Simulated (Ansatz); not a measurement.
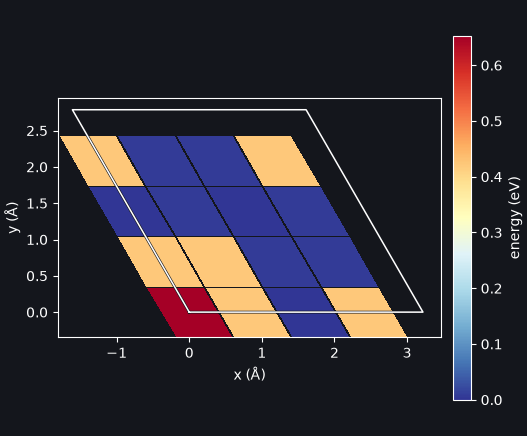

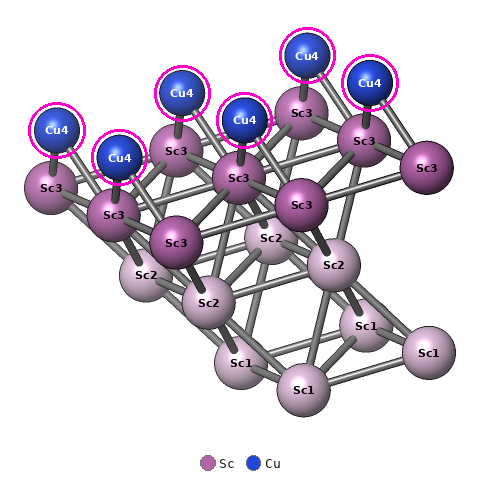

Energy landscape of Cu on a Sc(111) slab cut from the Fm-3m phase (3 atoms of substrate and one adsorbate in a 1 × 1 cell). One Cu atom a 1 × 1 cell is placed over a mesh of places on the rigid (1 1 1) surface, and only its height is relaxed. Places are given modulo a cell vector. The map is drawn in real space over the plane of the surface. The grid has 4 × 4 points. Energies are in eV, from the lowest grid point. This mesh misses the points at thirds of the hexagonal cell. With one adsorbate in each 1 × 1 cell, its nearest image is 3.2 Å away, so neighbouring adsorbates interact. Level of theory: DFT PBEsol, scalar-relativistic, plane waves, PAW in Ansatz.

The picture shows one coloured cell a grid point, the outline of one cell of the plane. The second picture is the structure at the lowest point; rings mark the moved atoms.

Where are the lowest and the highest points?

Answer. The lowest grid point is at a bridge site between two Sc atoms, (0/4, 2/4) of the cell vectors. The same energy is found at a bridge site between two Sc atoms, (2/4, 0/4) of the cell vectors; a bridge site between two Sc atoms, (2/4, 2/4) of the cell vectors. The highest grid point, the top site over a surface Sc atom, (0/4, 0/4) of the cell vectors, lies 0.652 eV above the lowest. At the lowest point the adsorbate has 2 Sc at 2.57 Å as nearest neighbours, at the highest 1 Sc at 2.46 Å. Its relaxed height above the top atom is 2.00 Å at the lowest and 2.46 Å at the highest point.

Grid values (eV):

```tsv
place along a₂ ↓, place along a₁ →	0/4	1/4	2/4	3/4
3/4	0.423	0.007	0.007	0.423
2/4	0.000	0.007	0.000	0.005
1/4	0.423	0.423	0.005	0.005
0/4	0.652	0.423	0.000	0.423
```
